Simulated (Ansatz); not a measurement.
# Mg$_{3}$O: geometry relaxation (part 3 of 3)

Continued. System: Mg$_{3}$O (I4/mmm, 4 atoms in the cell). Method: DFT PBE, scalar-relativistic, plane waves, PAW, no spin polarisation (Ansatz 0.2.0); cutoff 420 eV, 16×16×16 k-mesh, Gaussian smearing of 0.1 eV. The structure was built on a prototype by a generator; it need not be a known phase. It belongs to a series of runs on one base structure; here: TiAl3 (D0_22) type (I4/mmm, No. 139).

Geometry of the input (Å; fractional positions):
```
-1.9254  1.9254  4.3008
1.9254  -1.9254  4.3008
1.9254  1.9254  -4.3008
Mg 0.5000  0.5000  0.0000
Mg 0.2500  0.7500  0.5000
Mg 0.7500  0.2500  0.5000
O  0.0000  0.0000  0.0000
```

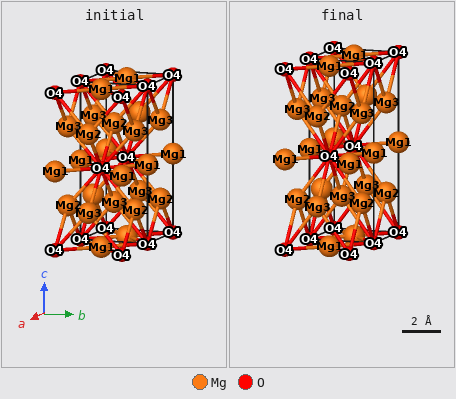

Before (left) and after (right) the relaxation, at one scale (ball-and-stick view of the cell 2 times as large as that of the calculation, set on its symmetry axes, repeated 2 × 1 × 1, seen slightly off an axis). No atom moves by more than 0.005 Å relative to the cell. The volume changes by +5.6 %, with a = b 3.851 → 3.704 Å (−3.8 %), c 8.602 → 9.820 Å (+14.2 %). Distances before and after: Mg2–O4 2.886 → 3.075 Å, Mg1–O4 2.723 → 2.619 Å. Among the angles that change: O4–Mg2–O4 83.7° → 74.1°, O4–Mg2–O4 123.7° → 129.6°. The space group stays I4/mmm (No. 139). Over 7 geometry steps the energy falls by 57.2 meV per atom. All forces vanish by symmetry, so only the cell relaxes. The pressure goes from 3.44 to 0.00 GPa. 2 further SCFs at an unchanged geometry re-selected the plane-wave basis for the new cell. The energy change given includes the shifts at the re-selections in mid-walk, which come without any move. A last SCF at the same geometry on a re-selected plane-wave basis shifts the energy by next to nothing (0.0 meV per atom). (Atoms are counted from 1 in the order of the input.)

```
basis re-selected at this cell: Δ(F+E_penalty+E_count) = -2.755e-5 eV, ΔP = +0.000 GPa vs the last step (what re-selecting the basis moved, of the pressure what is left beyond the Pulay correction that the steps carried, after the strain that the cell walked since its last selection, with what the two solves' SCF thresholds leave and, on support functions, any second-order correction that the steps lacked; it is no measure of the basis error at this ecutwfc). This SCF's stress stands 4.54e-3 GPa from its target on what of the cell is left free (relax.cell.stress_tol is 5.00e-2 GPa) and its largest allowed force component is 2.60e-17 eV/Å (relax.f_tol is 1.00e-2 eV/Å): within both
SCF converged after 8 iterations
Free energy (F): -6337.339107 eV
Harris-Foulkes:  -6337.339107 eV  (|F-HF|=9.09e-13)
Internal energy: -6337.337366 eV  (E = F + TS)
E sigma→0 (E₀):  -6337.338237 eV
Entropy (-TS):   -0.001741 eV (-0.435 meV/atom)
Fermi energy:    6.734615 eV
--- Per-component energies (eV) ---
  E_band       = -1053.126497
  E_kinetic    = 397.102019
  E_local      = -4961.697208  (includes V_loc(G=0)·N_el)
  E_nonlocal   = 335.131055
  E_hartree    = 1749.587153
  E_xc         = -159.843256
  E_vxc        = -205.135495  (∫ρ·V_xc dr)
  E_paw        = -1033.739074  (= ΣΔE_a)
  E_vpaw       = -117.703447  (= ΣTr[D̂ρ^β])
  E_aug_tail   = 0.002274  (compensation charges beyond the density's cutoff)
  E_ewald      = -2663.880329
  E_smearing   = -0.001741  (= −TS)
  E_closure    = -0.000000  (closes the sum)
  Σ components = -6337.339107   (vs F -6337.339107, Δ=0.00e0)
--- Forces (eV/Å), atoms counted from 1 ---
  atom   1  Mg     0.00000000     0.00000000     0.00000000
  atom   2  Mg     0.00000000     0.00000000     0.00000000
  atom   3  Mg    -0.00000000    -0.00000000    -0.00000000
  atom   4  O     -0.00000000     0.00000000     0.00000000
  max |Σ_I F_I| component: 6.94e-18 eV/Å
--- Stress (GPa, compression-positive) ---
       -0.003122      -0.000000      -0.000000
       -0.000000      -0.003122       0.000000
       -0.000000       0.000000       0.004536
  P = ⅓ Tr σ = -0.0006 GPa (-0.006 kbar)
--- Band table (eV; the first three rows and the last of 349) ---
  k-point 0: bands = ["-69.5193", "-69.5080", "-69.4807", "-36.3056", "-36.3056", "-36.2883", "-36.2745", "-36.2745", "-36.2454", "-36.2386", "-36.1888", "-36.1888", "-10.2966", "0.5103", "3.0409", "4.2106", "4.2106", "7.5203", "8.0560", "10.1206", "10.1206", "11.7658"]
  k-point 1: bands = ["-69.5193", "-69.5075", "-69.4812", "-36.3065", "-36.3008", "-36.2874", "-36.2748", "-36.2746", "-36.2455", "-36.2390", "-36.1940", "-36.1884", "-10.2875", "0.5610", "3.0819", "4.1513", "4.1775", "7.3357", "8.2231", "9.8112", "9.9944", "11.9038"]
  k-point 2: bands = ["-69.5191", "-69.5061", "-69.4827", "-36.3089", "-36.2870", "-36.2850", "-36.2755", "-36.2749", "-36.2457", "-36.2399", "-36.2085", "-36.1872", "-10.2617", "0.7103", "3.1977", "3.9877", "4.1192", "6.9043", "8.6718", "9.1391", "9.8363", "11.5989"]
  k-point 348: bands = ["-69.5188", "-69.5085", "-69.4807", "-36.3071", "-36.3071", "-36.2728", "-36.2728", "-36.2674", "-36.2664", "-36.2386", "-36.1890", "-36.1890", "-10.2785", "0.1141", "3.9991", "4.1551", "4.1551", "5.4542", "10.4665", "10.4665", "10.6425", "11.2752"]
--- Relaxed structure (8 steps of the walk, 8 accepted, 3 SCFs on fresh bases) ---
  F+E_penalty+E_count = -6337.33910703 eV   max|allowed force component| = 2.602e-17 eV/Å   (the final SCF, on the basis selected at the relaxed cell)
  cell:  # Å, volume = 67.3621 Å³
    - [-1.8520183513636217, 1.8520183513636217, 4.9098134101141895]
    - [1.8520183513636217, -1.8520183513636217, 4.9098134101141895]
    - [1.8520183513636217, 1.8520183513636217, -4.9098134101141895]
  atoms:
    - { symbol: Mg, position: [0.5, 0.5, 1.0821596746742907e-34] }
    - { symbol: Mg, position: [0.24999999999999997, 0.75, 0.4999999999999999] }
    - { symbol: Mg, position: [0.75, 0.24999999999999997, 0.4999999999999999] }
    - { symbol: O, position: [7.770229386262768e-35, 5.043879342097088e-34, 5.6109943181172934e-34] }
```

### Trajectory as extended XYZ (Å, eV, eV/Å), 11 frames, from step=1 to step=11
```
4
Lattice="-1.9254 1.9254 4.3008 1.9254 -1.9254 4.3008 1.9254 1.9254 -4.3008" Properties=species:S:1:pos:R:3:forces:R:3 step=1 energy=-6337.11042 pressure_GPa=3.44
Mg    0.0000    0.0000    4.3008    0.0000   0.0000   0.0000
Mg    1.9254    0.0000    2.1504    0.0000   0.0000   0.0000
Mg    0.0000    1.9254    2.1504    0.0000   0.0000   0.0000
O     0.0000    0.0000    0.0000    0.0000   0.0000   0.0000
4
Lattice="-1.9220 1.9220 4.5115 1.9220 -1.9220 4.5115 1.9220 1.9220 -4.5115" Properties=species:S:1:pos:R:3:forces:R:3 step=2 energy=-6337.23494 pressure_GPa=0.30
Mg    0.0000    0.0000    4.5115    0.0000   0.0000   0.0000
Mg    1.9220    0.0000    2.2557    0.0000   0.0000   0.0000
Mg    0.0000    1.9220    2.2557    0.0000   0.0000   0.0000
O     0.0000    0.0000    0.0000    0.0000   0.0000   0.0000
4
Lattice="-1.8944 1.8944 4.7196 1.8944 -1.8944 4.7196 1.8944 1.8944 -4.7196" Properties=species:S:1:pos:R:3:forces:R:3 step=3 energy=-6337.29612 pressure_GPa=-0.85
Mg    0.0000    0.0000    4.7196    0.0000   0.0000   0.0000
Mg    1.8944    0.0000    2.3598    0.0000   0.0000   0.0000
Mg    0.0000    1.8944    2.3598    0.0000   0.0000   0.0000
O     0.0000    0.0000    0.0000    0.0000   0.0000   0.0000
4
Lattice="-1.8643 1.8643 4.8298 1.8643 -1.8643 4.8298 1.8643 1.8643 -4.8298" Properties=species:S:1:pos:R:3:forces:R:3 step=4 energy=-6337.31218 pressure_GPa=-0.39
Mg    0.0000    0.0000    4.8298    0.0000   0.0000   0.0000
Mg    1.8643    0.0000    2.4149    0.0000   0.0000   0.0000
Mg    0.0000    1.8643    2.4149    0.0000   0.0000   0.0000
O     0.0000    0.0000    0.0000    0.0000   0.0000   0.0000
4
Lattice="-1.8589 1.8589 4.8255 1.8589 -1.8589 4.8255 1.8589 1.8589 -4.8255" Properties=species:S:1:pos:R:3:forces:R:3 step=5 energy=-6337.31326 pressure_GPa=0.01
Mg    0.0000    0.0000    4.8255    0.0000   0.0000   0.0000
Mg    1.8589    0.0000    2.4127    0.0000   0.0000   0.0000
Mg    0.0000    1.8589    2.4127    0.0000   0.0000   0.0000
O     0.0000    0.0000    0.0000    0.0000   0.0000   0.0000
4
Lattice="-1.8589 1.8589 4.8255 1.8589 -1.8589 4.8255 1.8589 1.8589 -4.8255" Properties=species:S:1:pos:R:3:forces:R:3 step=6 energy=-6337.33551 pressure_GPa=0.41
Mg    0.0000    0.0000    4.8255    0.0000   0.0000   0.0000
Mg    1.8589    0.0000    2.4127    0.0000   0.0000   0.0000
Mg    0.0000    1.8589    2.4127    0.0000   0.0000   0.0000
O     0.0000    0.0000    0.0000    0.0000   0.0000   0.0000
4
Lattice="-1.8537 1.8537 4.8862 1.8537 -1.8537 4.8862 1.8537 1.8537 -4.8862" Properties=species:S:1:pos:R:3:forces:R:3 step=7 energy=-6337.33816 pressure_GPa=0.12
Mg    0.0000    0.0000    4.8862    0.0000   0.0000   0.0000
Mg    1.8537    0.0000    2.4431    0.0000   0.0000   0.0000
Mg    0.0000    1.8537    2.4431    0.0000   0.0000   0.0000
O     0.0000    0.0000    0.0000    0.0000   0.0000   0.0000
4
Lattice="-1.8528 1.8528 4.9039 1.8528 -1.8528 4.9039 1.8528 1.8528 -4.9039" Properties=species:S:1:pos:R:3:forces:R:3 step=8 energy=-6337.33814 pressure_GPa=0.00
Mg    0.0000    0.0000    4.9039    0.0000   0.0000   0.0000
Mg    1.8528    0.0000    2.4519    0.0000   0.0000   0.0000
Mg    0.0000    1.8528    2.4519    0.0000   0.0000   0.0000
O     0.0000    0.0000    0.0000    0.0000   0.0000   0.0000
4
Lattice="-1.8528 1.8528 4.9039 1.8528 -1.8528 4.9039 1.8528 1.8528 -4.9039" Properties=species:S:1:pos:R:3:forces:R:3 step=9 energy=-6337.33909 pressure_GPa=0.01
Mg    0.0000    0.0000    4.9039    0.0000   0.0000   0.0000
Mg    1.8528    0.0000    2.4519    0.0000   0.0000   0.0000
Mg    0.0000    1.8528    2.4519    0.0000   0.0000   0.0000
O     0.0000    0.0000    0.0000    0.0000   0.0000   0.0000
4
Lattice="-1.8520 1.8520 4.9098 1.8520 -1.8520 4.9098 1.8520 1.8520 -4.9098" Properties=species:S:1:pos:R:3:forces:R:3 step=10 energy=-6337.33908 pressure_GPa=-0.00
Mg    0.0000    0.0000    4.9098    0.0000   0.0000   0.0000
Mg    1.8520    0.0000    2.4549    0.0000   0.0000   0.0000
Mg    0.0000    1.8520    2.4549    0.0000   0.0000   0.0000
O     0.0000    0.0000    0.0000    0.0000   0.0000   0.0000
4
Lattice="-1.8520 1.8520 4.9098 1.8520 -1.8520 4.9098 1.8520 1.8520 -4.9098" Properties=species:S:1:pos:R:3:forces:R:3 step=11 energy=-6337.33911 pressure_GPa=-0.00
Mg    0.0000    0.0000    4.9098    0.0000   0.0000   0.0000
Mg    1.8520    0.0000    2.4549    0.0000   0.0000   0.0000
Mg    0.0000    1.8520    2.4549    0.0000   0.0000   0.0000
O     0.0000    0.0000    0.0000    0.0000   0.0000   0.0000
```

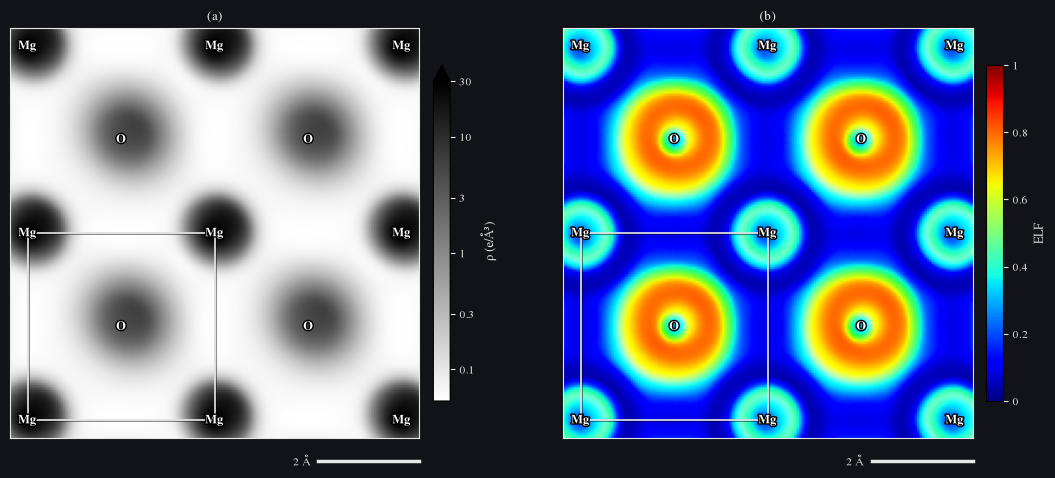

(a) valence charge density (pseudo); (b) electron localisation function on the (001) plane of the conventional cell. Mg–O (2.62 Å): ρ at the midpoint is about 0.13 e/Å³, with its minimum of 0.1 e/Å³ about 1.1 Å from Mg; the ELF is about 0.25 at the midpoint (no shared pair; the contact is polar). Away from the nuclei the density in this plane falls to 0.05 e/Å³ at its lowest. Core electrons are frozen (PAW), so the fields are smoothed inside the atomic spheres.

### Key numbers

```csv
quantity,value
outcome,converged
space group (tolerance 0.01 Å),I4/mmm (139)
electrons treated,36
free energy,−6337.3391 eV
Fermi energy,6.735 eV
gap on the k-point mesh,none (metallic)
pressure,0.00 GPa
final volume,67.36 Å³
largest force (length of the vector) at the end,under 0.001 eV/Å
final cell,"a = 5.565 Å, b = 5.565 Å, c = 5.565 Å, α = 141.12°, β = 141.12°, γ = 56.16°"
wall time,6.7 min
peak memory,0.74 GiB
```
